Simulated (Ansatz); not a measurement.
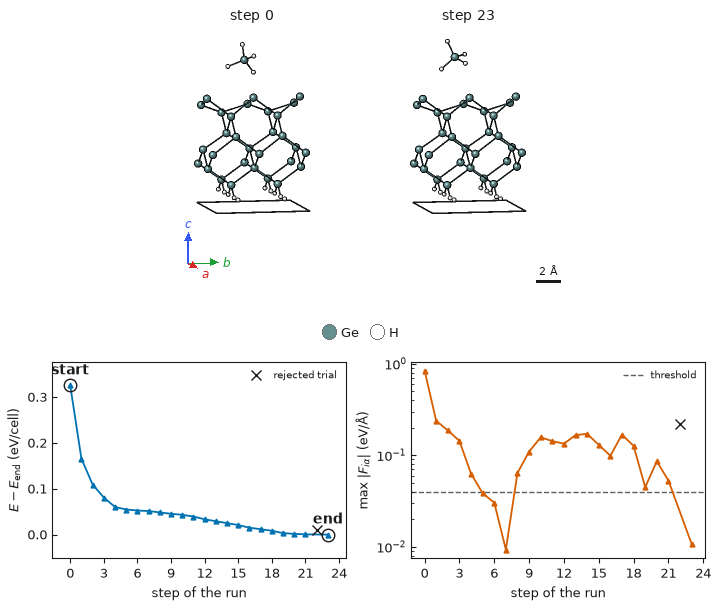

First and last geometry of a constrained relaxation of a slab of composition Ge$_{25}$H$_{12}$ (cut from the Fd-3m phase), with the history of the run. A ball-and-stick model of the cell of the calculation, outlined in the plane, without the vacuum (origin shifted), seen slightly off an axis.

Case: 1 GeH4 a cell, flat, over a top Ge site. The slab is the (1 0 0) face of Ge with GeH4 on it. 12 atoms are held fixed.

All numbers below come from DFT PBE+D3(BJ), scalar-relativistic, plane waves, PAW (Ansatz 0.2.0).

The input:
```yaml
crystal:
  lattice:
    - [8.0601468097, 0.0, 0.0]
    - [0.0, 8.0601468097, 0.0]
    - [0.0, 0.0, 28.593876495]
  atoms:
    - { symbol: Ge, position: [0.5, 0.25, 0.3106730182] }
    - { symbol: Ge, position: [0.5, 0.75, 0.3106730182] }
    - { symbol: Ge, position: [0.0, 0.25, 0.3106730182] }
    - { symbol: Ge, position: [0.0, 0.75, 0.3106730182] }
    - { symbol: Ge, position: [0.5, 0.5, 0.3605034816] }
    - { symbol: Ge, position: [0.5, 0.0, 0.3605034816] }
    - { symbol: Ge, position: [0.0, 0.5, 0.3605034816] }
    - { symbol: Ge, position: [0.0, 0.0, 0.3605034816] }
    - { symbol: Ge, position: [0.75, 0.5, 0.410333945] }
    - { symbol: Ge, position: [0.75, 0.0, 0.410333945] }
    - { symbol: Ge, position: [0.25, 0.5, 0.410333945] }
    - { symbol: Ge, position: [0.25, 0.0, 0.410333945] }
    - { symbol: Ge, position: [0.7625359791, 0.75, 0.4581870047] }
    - { symbol: Ge, position: [0.7625359791, 0.25, 0.4581870047] }
    - { symbol: Ge, position: [0.2437458584, 0.75, 0.462353022] }
    - { symbol: Ge, position: [0.2437458584, 0.25, 0.462353022] }
    - { symbol: Ge, position: [-0.0062783416, 0.75, 0.5149422513] }
    - { symbol: Ge, position: [-0.0062783416, 0.25, 0.5149422513] }
    - { symbol: Ge, position: [0.5042440417, 0.75, 0.5114761449] }
    - { symbol: Ge, position: [0.5042440417, 0.25, 0.5114761449] }
    - { symbol: Ge, position: [0.9475805379, 0.0, 0.5683529384] }
    - { symbol: Ge, position: [0.9475805379, 0.5, 0.5683529384] }
    - { symbol: Ge, position: [0.6490232294, 0.0, 0.5401591468] }
    - { symbol: Ge, position: [0.6490232294, 0.5, 0.5401591468] }
    - { symbol: H, position: [0.349850128, 0.25, 0.2774633282] }
    - { symbol: H, position: [0.349850128, 0.75, 0.2774633282] }
    - { symbol: H, position: [0.8486552847, 0.25, 0.2779474914] }
    - { symbol: H, position: [0.8486552847, 0.75, 0.2779474914] }
    - { symbol: H, position: [0.6523907842, 0.25, 0.278325362] }
    - { symbol: H, position: [0.6523907842, 0.75, 0.278325362] }
    - { symbol: H, position: [0.1511611617, 0.25, 0.2778244784] }
    - { symbol: H, position: [0.1511611617, 0.75, 0.2778244784] }
    - { symbol: Ge, position: [1.0142379075, -0.1114716496, 0.6842239012] }
    - { symbol: H, position: [1.0318345388, -0.2921968912, 0.6663634338] }
    - { symbol: H, position: [1.1860079115, -0.0465727626, 0.7003462343] }
    - { symbol: H, position: [0.8915282403, -0.1071045445, 0.7259496183] }
    - { symbol: H, position: [0.9475805379, 0.0, 0.6442433131] }
basis:
  ecutwfc: 420
kpoints:
  mp_grid: { grid: [3, 3, 1] }
hamiltonian:
  xc: pbe
  dispersion: d3bj
scf:
  occupations: { method: gaussian, width: 0.1 }
output:
  forces: true
  eigenvalues: true
  write_density: true
  write_potential: true
  elf: true
  volumetric_format: npy
relax:
  adjacent_minimum: "off"
  f_tol: 0.04
  max_steps: 100
  constraints: [{ sites: [0, 1, 2, 3, 4, 5, 6, 7, 8, 9, 10, 11] }]
efield:
  axis: 3
  dipole_correction: true
  ramp_width: 0.04
```

Run as
```bash
ansatz run input.yaml --threads 8 --pin off --max-ram 20480MiB --backend cpu --events-out ev --progress --plain --runs-dir out
```

What do the curves and the structures tell?

It converged. The largest move is that of H37, 1.65 Å at 28° to the normal (+c side). By element the largest moves are H 1.65 Å, Ge 0.54 Å. The cell doesn't change. Near-neighbour distances that change, for instance: Ge33–H34 1.550 → 1.538 Å, Ge13–Ge19 2.580 → 2.586 Å. After 22 accepted moves (23 points after the start) the energy has fallen by 0.325 eV per cell of the calculation. The largest force component goes from 0.84 to 0.011 eV/Å. The line search rejected the trial step at point 22 of the run. The forces were under the threshold at step 5, but the run went on from there.

Limits of the set-up: the periodic images lie only 8.1 Å apart, so the values are limited by the cell's size.
